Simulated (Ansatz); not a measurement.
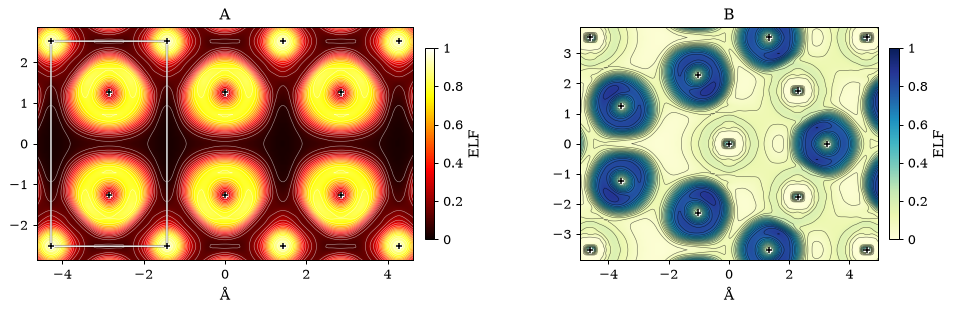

The electron localisation function of 2 systems, each on a plane through atoms (crosses mark nuclei in the plane).

All numbers below come from DFT LDA, scalar-relativistic, plane waves, PAW in Ansatz.

System 1: CuO, the (010) plane of the standardised cell. Space group Cccm; computed without spin polarisation.

System 2: Ga$_{2}$O$_{3}$, the (100) plane of the conventional cell. Space group Cmcm; a structure from a database of computed crystals, not necessarily the ambient phase.

```xyz
20
Lattice="2.7628 0.0000 0.0000 0.0000 9.1825 0.0000 0.0000 0.0000 7.0519" Properties=species:S:1:pos:R:3 pbc="T T T"
Ga    0.0000    6.8993    1.7630
Ga    1.3814    2.3080    1.7630
Ga    0.0000    2.2832    5.2889
Ga    1.3814    6.8745    5.2889
Ga    0.0000    0.0000    3.5259
Ga    1.3814    4.5913    3.5259
Ga    0.0000    0.0000    0.0000
Ga    1.3814    4.5913    0.0000
O     0.0000    5.8642    6.5297
O     1.3814    1.2729    6.5297
O     0.0000    3.3184    0.5222
O     1.3814    7.9097    0.5222
O     0.0000    3.3184    3.0037
O     1.3814    7.9097    3.0037
O     0.0000    5.8642    4.0481
O     1.3814    1.2729    4.0481
O     0.0000    8.2228    5.2889
O     1.3814    3.6315    5.2889
O     0.0000    0.9598    1.7630
O     1.3814    5.5510    1.7630
```

**Which map belongs to which system?**

Panel A is system 1, CuO: the plane holds Cu and O. Cu–O (1.90 Å): the ELF peaks at about 0.85 in the valence shell of O, 0.6 Å from its nucleus, and is about 0.25 at the midpoint; no localised pair shows between them. Panel B is system 2, Ga$_{2}$O$_{3}$: the plane holds Ga and O. Ga–O (2.01 Å): the ELF peaks at about 0.85 in the valence shell of O, 0.6 Å from its nucleus, and is about 0.30 at the midpoint.
